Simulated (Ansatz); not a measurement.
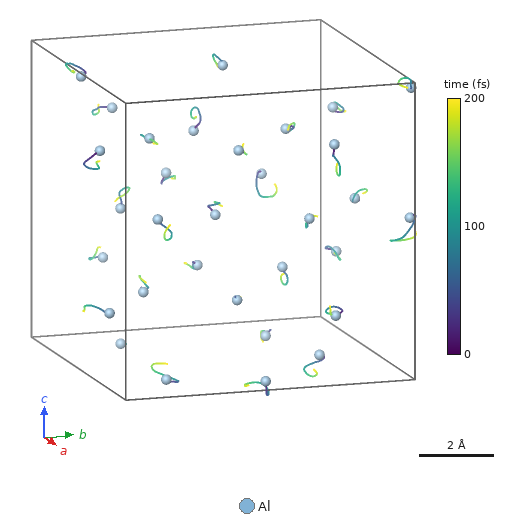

Molecular dynamics of a 32-atom cell of Al, 200 fs long. It starts from the last geometry of an earlier run, with fresh velocities. Lines trace each atom's path, coloured by time; spheres stand at the starting positions. Seen slightly off an axis in the simulation cell.

Level of theory: Ansatz 0.2.0, DFT PBEsol, scalar-relativistic, plane waves, PAW. Set-up: plane-wave cutoff 420 eV; k-point mesh 2 × 2 × 2; Fermi-Dirac smearing 0.1 eV; volume 1.05 times that of the relaxed crystal; Langevin thermostat and barostat (NPT); set temperature 630 K; time step 2 fs; friction 0.005 per fs; target pressure 0 GPa.

The input:
```yaml
crystal:
  lattice:
    - [8.23281, 0.0, 0.0]
    - [0.0, 8.23281, 0.0]
    - [0.0, 0.0, 8.23281]
  atoms:
    - { symbol: Al, position: [0.48849853, 0.01220967, -0.01891022] }
    - { symbol: Al, position: [0.76307232, 0.21709122, 0.00422554] }
    - { symbol: Al, position: [0.78504783, 0.01372189, 0.246637] }
    - { symbol: Al, position: [-0.02289516, -0.00598912, -0.02079702] }
    - { symbol: Al, position: [0.27572551, 0.21843218, 0.02142694] }
    - { symbol: Al, position: [0.5086232, 0.4950644, -0.00995602] }
    - { symbol: Al, position: [0.7403565, 0.75429811, 0.04548954] }
    - { symbol: Al, position: [0.21117596, -0.01534308, 0.26581465] }
    - { symbol: Al, position: [0.506525, 0.22138888, 0.24405686] }
    - { symbol: Al, position: [0.74161976, 0.46885376, 0.25006379] }
    - { symbol: Al, position: [0.48017816, -0.03847526, 0.50335589] }
    - { symbol: Al, position: [0.71863144, 0.20212207, 0.53515706] }
    - { symbol: Al, position: [0.71623317, 0.00298643, 0.77986615] }
    - { symbol: Al, position: [-0.00435381, 0.48481715, 0.02938606] }
    - { symbol: Al, position: [0.25967896, 0.72458213, 0.00923414] }
    - { symbol: Al, position: [0.01566058, 0.24205815, 0.25510076] }
    - { symbol: Al, position: [0.24083724, 0.4948469, 0.25966501] }
    - { symbol: Al, position: [0.48166805, 0.71045873, 0.28969133] }
    - { symbol: Al, position: [-0.03672183, -0.00574394, 0.53851136] }
    - { symbol: Al, position: [0.25480116, 0.22461072, 0.47254394] }
    - { symbol: Al, position: [0.52426307, 0.46455743, 0.49146271] }
    - { symbol: Al, position: [0.77017136, 0.70993582, 0.51405974] }
    - { symbol: Al, position: [0.24857971, -0.03913971, 0.76080519] }
    - { symbol: Al, position: [0.51035502, 0.24140501, 0.76140462] }
    - { symbol: Al, position: [0.76670484, 0.46570815, 0.75968939] }
    - { symbol: Al, position: [-0.00889231, 0.72881792, 0.2326054] }
    - { symbol: Al, position: [0.01352316, 0.46082619, 0.52436929] }
    - { symbol: Al, position: [0.13485222, 0.75164945, 0.52711541] }
    - { symbol: Al, position: [0.03605886, 0.26702559, 0.76194956] }
    - { symbol: Al, position: [0.27254211, 0.47140402, 0.7207662] }
    - { symbol: Al, position: [0.48964388, 0.71940069, 0.75645087] }
    - { symbol: Al, position: [-0.06942887, 0.74389758, 0.79561252] }
basis:
  ecutwfc: 420.0
kpoints:
  mp_grid: { grid: [2, 2, 2] }
hamiltonian:
  xc: pbesol
scf:
  occupations: { method: fermi_dirac, width: 0.1 }
  lower_state_search: "off"
md:
  timestep: 2
  n_steps: 100
  ensemble: npt_langevin
  temperature: 630.0
  initial_velocities: maxwell_boltzmann
  seed: 370386
  friction: 0.005
  pressure: 0.0
  fix_cell: [shape]
```

Launched with:
```bash
ansatz run input.yaml --threads 2 --pin off --max-ram 5120MiB --backend cpu --events-out ev --progress --plain --runs-dir out
```

### Describe the motion.

Root-mean-square distances from the starting positions over the second half, with the common drift of all atoms taken out: Al 0.47 Å. That is small against the typical shortest distance between atoms in the first frame, about 2.6 Å: the atoms vibrate about their sites and the arrangement holds. The mean temperature in the second half is 688 K (standard deviation 67 K). The potential energy in the second half lies on average 40.8 meV per atom below the first frame. The mean pressure there is 0.8 GPa. The volume ends −0.5 % from the start. The conserved quantity stays between −0.055 and 0.007 meV per atom of its start. A straight-line fit has a slope that amounts to −0.003 meV per atom over 200 fs (under 0.1 % of the mean kinetic energy), and the ripple about it is 0.2 % of the kinetic energy's fluctuation. With a drift under 2 % and a ripple under 7 %, the integration is accurate.

Limits of the set-up: the k-point mesh is coarse for a cell with partly filled bands.

Cost: 13 min on 2 threads of Arm Neoverse V2 (shared host), peak memory 1.2 GiB.
